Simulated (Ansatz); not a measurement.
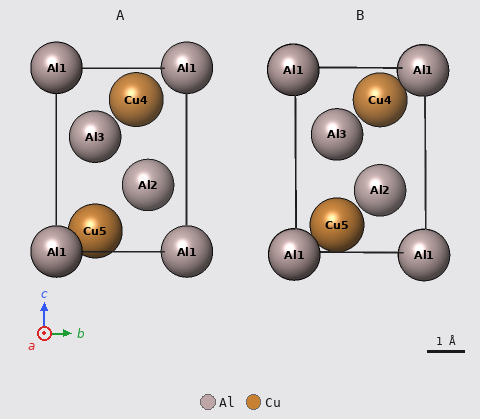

Two geometries of crystalline Al3Cu2 (set up in P1), drawn at one scale. One is the start of a relaxation, the other its converged end. The picture is a spheres-only view of the cell of the calculation, seen along the a axis.

The calculation used DFT r2SCAN, scalar-relativistic, plane waves, PAW (Ansatz). (plane-wave cutoff 500 eV; k-point mesh 6 × 6 × 4; occupations gaussian; smearing width 0.1 eV; no spin polarisation; cell and atoms relaxed; force threshold 0.005 eV/Å; at most 100 steps)

Which geometry has the lower energy?

Answer. Structure B is the relaxed one. Case: cure: more steps. The energy falls by 0.606 eV per cell of the calculation in 5 accepted moves (6 points after the start). The largest force component goes from 1.5 to 0.0027 eV/Å. The pressure goes from 4.10 to 0.01 GPa. The SCF was repeated once at an unchanged geometry on a basis and grid sized afresh for the cell, which shifted the energy by less than 0.05 meV per cell of the calculation at most. The largest move relative to the cell is that of Al2, 0.26 Å along [0 −2 −1]. Largest moves by element: Al 0.26 Å, Cu 0.20 Å. Cell: a 4.092 → 4.106 Å (+0.4 %), b 4.092 → 4.077 Å (−0.4 %), c 4.993 → 5.016 Å (+0.5 %), α 90.0° → 90.4°, β 90.0° → 90.2°. Volume +0.4 %. Near-neighbour distances that change, for instance: Al2–Al3 2.481 → 2.795 Å, Cu4–Cu5 2.570 → 2.868 Å, Al2–Cu5 2.818 → 2.543 Å, Al2–Cu5 (another image) 2.771 → 2.544 Å. Within 0.06 Å the space group is P1 at the start and C2/m at the end; at a tighter tolerance small leftover displacements or strains of the cell lower it. The run took 9.1 min on 1 thread of Intel(R) Xeon(R) Processor @ 2.50GHz (Skylake/Cascade Lake), with other jobs on the host, peak memory 0.58 GiB.
